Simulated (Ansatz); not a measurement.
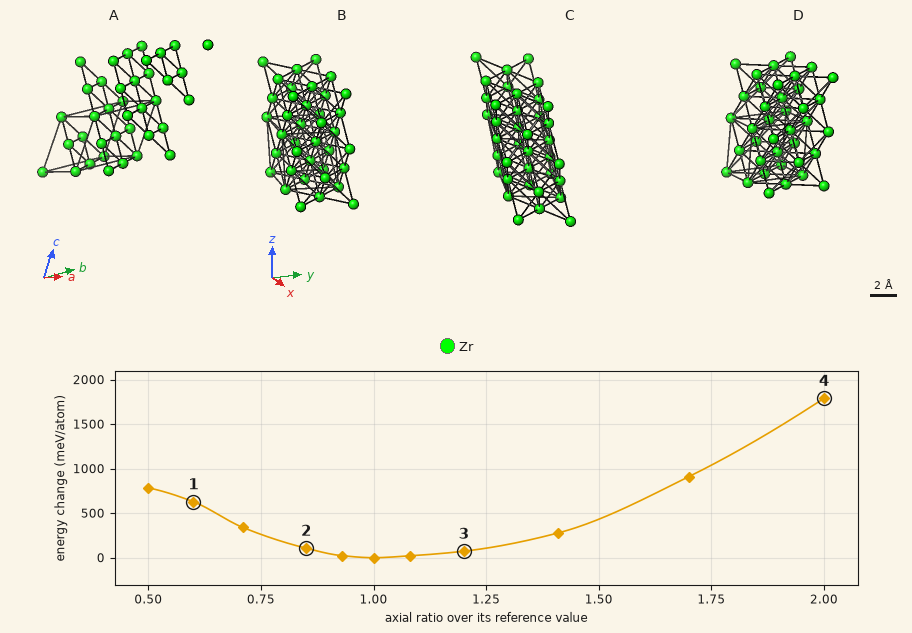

Energy scan for solid Zr (Fm-3m), in which the ratio of the cell's length along [111] to its lengths across, counted as 1 for the reference, is changed at fixed volume (a trigonal path), with the atoms kept at their fractional coordinates. x, y and z are the Cartesian axes of the input. The frames are shuffled; the numbered points of the plot belong to them. The picture is a ball-and-stick view of the conventional cell (4 times the calculation's cell), repeated 2 × 1 × 2 with one cell outlined, seen slightly off an axis. Lengths and directions refer to the drawn axes.

Level of theory: DFT LDA, scalar-relativistic, plane waves, PAW (Ansatz). Settings: plane-wave cutoff 420 eV; k-point mesh 20 × 20 × 20; occupations gaussian; smearing width 0.15 eV; no spin polarisation. Energies (free energies at the smearing named) are counted from the cell as listed in its source, which wasn't relaxed.

Q: Match the frames to the points.

A: Point 1 is frame C (the relative ratio 0.60, 629 meV/atom); 2 is frame B (the relative ratio 0.85, 107 meV/atom); 3 is frame D (the relative ratio 1.20, 73 meV/atom); 4 is frame A (the relative ratio 2.00, 1790 meV/atom). The lowest computed point lies at the relative ratio 1.00 (0 meV/atom). The end points stand at 785 meV/atom (0.50) and 1790 meV/atom (2.00). The unrelaxed reference is under a pressure of −5.6 GPa. The distortion takes the space group from Fm-3m to R-3m, except for Pm-3m at 0.50. At the relative ratio 2.00 the cell of the drawing goes a 4.510 → 5.062 Å, b 4.510 → 5.062 Å, c 4.510 → 5.062 Å, α 90.0° → 60.0°, β 90.0° → 60.0°, γ 90.0° → 60.0°.
